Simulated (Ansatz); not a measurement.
System: a (110) slab cut from SiC (F-43m), unrelaxed, ended by SiC planes, 16 atoms in the cell.

```yaml
crystal:
  lattice:
    - [3.09693, 0.00000, 0.00000]
    - [0.00000, 4.37973, 0.00000]
    - [0.00000, 0.00000, 25.83927]
  atoms:
    - { symbol: Si, position: [0.00000, 0.25000, 0.29026] }
    - { symbol: C, position: [0.50000, 0.50000, 0.29026] }
    - { symbol: Si, position: [0.50000, 0.75000, 0.35018] }
    - { symbol: C, position: [0.00000, 0.00000, 0.35018] }
    - { symbol: Si, position: [0.00000, 0.25000, 0.41011] }
    - { symbol: C, position: [0.50000, 0.50000, 0.41011] }
    - { symbol: Si, position: [0.50000, 0.75000, 0.47004] }
    - { symbol: C, position: [0.00000, 0.00000, 0.47004] }
    - { symbol: Si, position: [0.00000, 0.25000, 0.52996] }
    - { symbol: C, position: [0.50000, 0.50000, 0.52996] }
    - { symbol: Si, position: [0.50000, 0.75000, 0.58989] }
    - { symbol: C, position: [0.00000, 0.00000, 0.58989] }
    - { symbol: Si, position: [0.00000, 0.25000, 0.64982] }
    - { symbol: C, position: [0.50000, 0.50000, 0.64982] }
    - { symbol: Si, position: [0.50000, 0.75000, 0.70974] }
    - { symbol: C, position: [0.00000, 0.00000, 0.70974] }
```

Ansatz; DFT PBE, scalar-relativistic, plane waves, PAW, no spin polarisation, 9×6×1 k mesh, 420 eV cutoff.

What does the potential across the slab give for the band edges against vacuum?

From the vacuum level at the right face the ionisation potential is 5.17 eV and the electron affinity 4.84 eV; the left face gives the same. The slab's gap, their difference before rounding, is 0.33 eV. The two vacuum levels agree, so the slab has no net dipole along its normal. The outermost atoms are 10.8 Å apart, which leaves 15.0 Å of vacuum in a cell 25.8 Å high.

The atoms aren't at rest in this cell (largest force 3.4 eV/Å), so the relaxed material can differ.

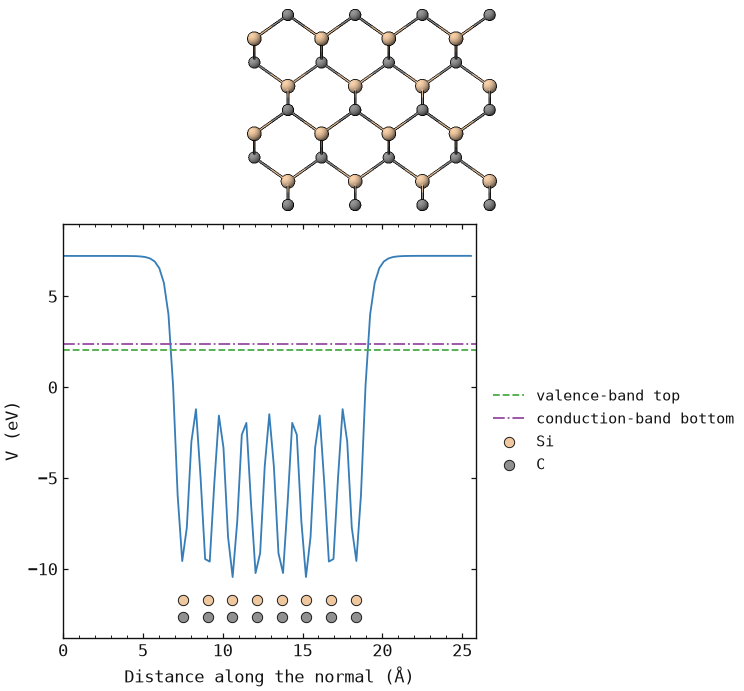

Plane-averaged electrostatic potential energy of an electron across the slab; circles at the bottom mark the heights of the atoms. The structure is drawn too.
